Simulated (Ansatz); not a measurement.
# Sc: what the electrons do

Space group I4/mmm; the calculation finds a residual pressure of about −10 GPa at this fixed cell. This isn't the usual form at ambient conditions.

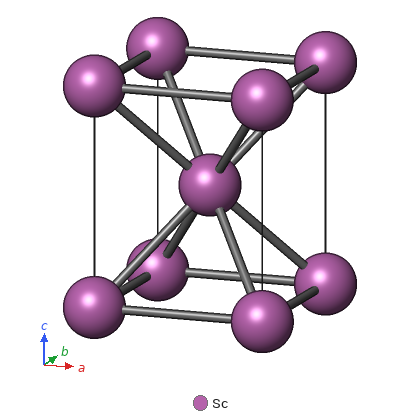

The conventional cell.

```
CELL_PARAMETERS angstrom
3.75800 0.00000 0.00000
0.00000 3.75800 0.00000
0.00000 0.00000 4.76100
ATOMIC_POSITIONS crystal
Sc 0.00000 0.00000 0.00000
Sc 0.50000 0.50000 0.50000
```

Computed with Ansatz, DFT r2SCAN, scalar-relativistic, plane waves, PAW.

Core electrons are frozen (PAW), so the maps are meaningful between the atoms, not at the nuclei.

### 1. Bonding charge

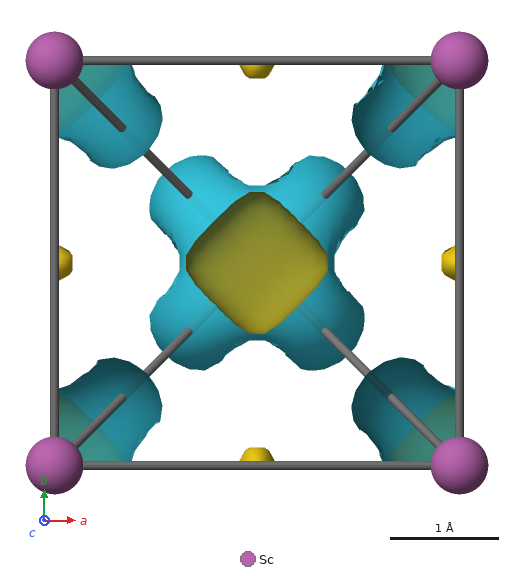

*Density of the crystal less the sum of free-atom densities: yellow surfaces at +0.02 and cyan ones at −0.02 e/Å³, in the conventional cell seen along the c axis (the regions close to the nuclei are left out). Cores are masked to 1.0 Å (Sc).*

Q: Describe the bonding charge.

A: Sc–Sc (3.57 Å): Δρ is about zero at the midpoint.
- Over the whole cell, outside the masked cores, the largest gain, 0.02 e/Å³, lies 2.4 Å from a scandium nucleus, and the largest loss lies at the edge of the masked core of Sc.
- In all about 0.21 e an atom is rearranged against the free atoms.

### 2. One group of states

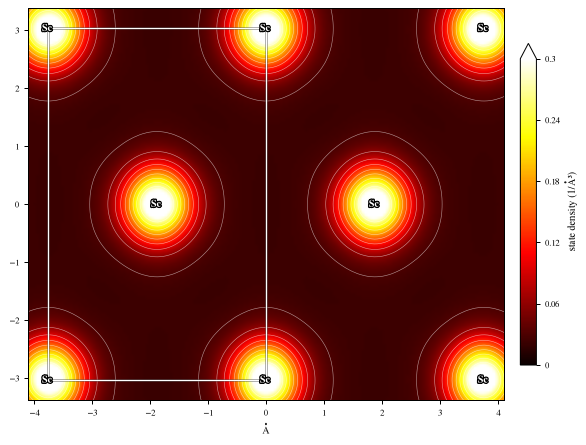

Density of the Kohn–Sham states from −0.25 to +0.25 eV about the Fermi level (the states at the Fermi level), scaled to one electron a cell: a map on the (101̄) plane of the conventional cell.

Q: Which atoms and orbitals make up these states?

A: Projected on a minimal set of atomic orbitals (Löwdin), they are Sc 3d (over 95 %).

### 3. Change of volume

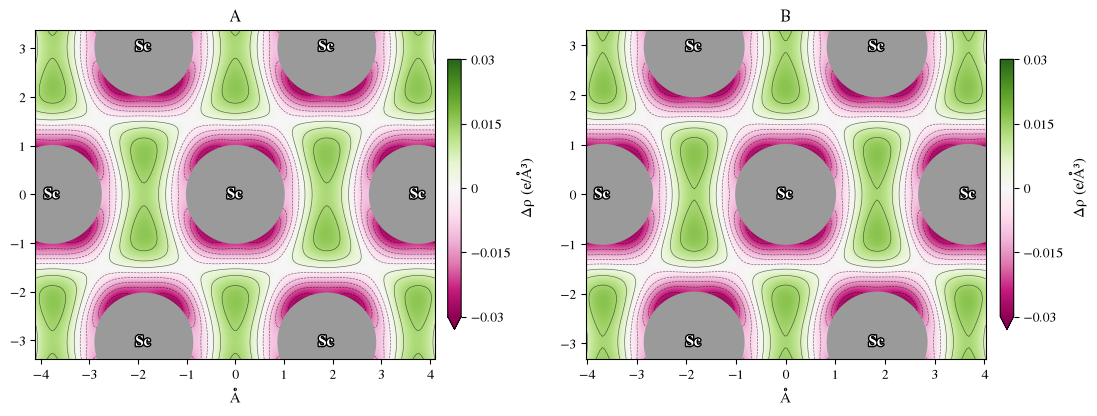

Sc: deformation density on the (101̄) plane of the conventional cell at two volumes, with the same fractional coordinates and one colour scale. Grey discs cover the cores. Panel B has 94 % of the volume of panel A.

Q: How do bonds, bonding charge and pressure respond to this change of volume?

A: From A to B, Sc–Sc goes from 3.57 to 3.49 Å, and Δρ at its midpoint stays at about zero.
- The pressure is −9.8 GPa in A and −8.6 GPa in B.
- The rearranged charge is 0.21 e an atom in A and 0.21 e in B.

### 4. Putting it together

The two pressures give a mean stiffness −ΔP/Δln V of about 19 GPa over this range, with the atoms held at their fractional positions.
